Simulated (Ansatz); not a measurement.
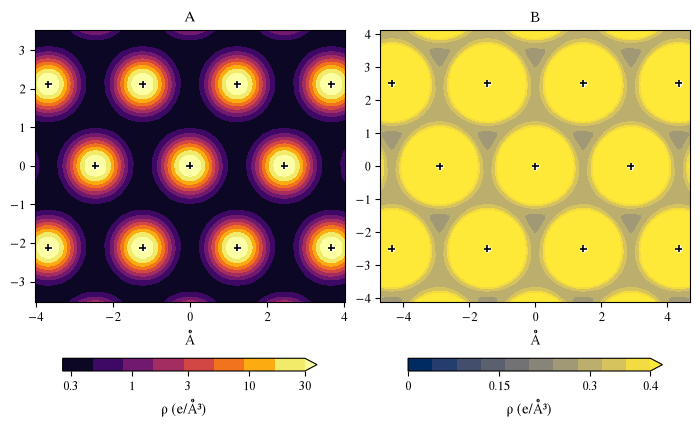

The valence pseudo-density of 2 systems, each on a plane through atoms (crosses mark nuclei in the plane).

Method: Kohn-Sham DFT of a periodic cell, B3LYP, Ansatz PAW (Ansatz 0.2.0).

System 1: Ni, the (001) plane of the conventional cell. Space group P6₃/mmc; a structure from a database of computed crystals, not necessarily the ambient phase; computed pressure about 9 GPa in this cell; spin-polarised.

```
CELL_PARAMETERS angstrom
2.44802 0.00000 0.00000
-1.22401 2.12005 0.00000
0.00000 0.00000 4.07281
ATOMIC_POSITIONS crystal
Ni 0.66667 0.33333 0.75000
Ni 0.33333 0.66667 0.25000
```

System 2: Ta, the (001) plane of the conventional cell. Space group P6₃/mmc; a structure from a database of computed crystals, not necessarily the ambient phase.

**Match each panel to its system.**

Panel A is system 1, Ni: the plane holds Ni. Ni–Ni (2.45 Å): ρ at the midpoint is about 0.35 e/Å³. Panel B is system 2, Ta: the plane holds Ta. Ta–Ta (2.90 Å): the density is about 0.3 e/Å³ at the midpoint.
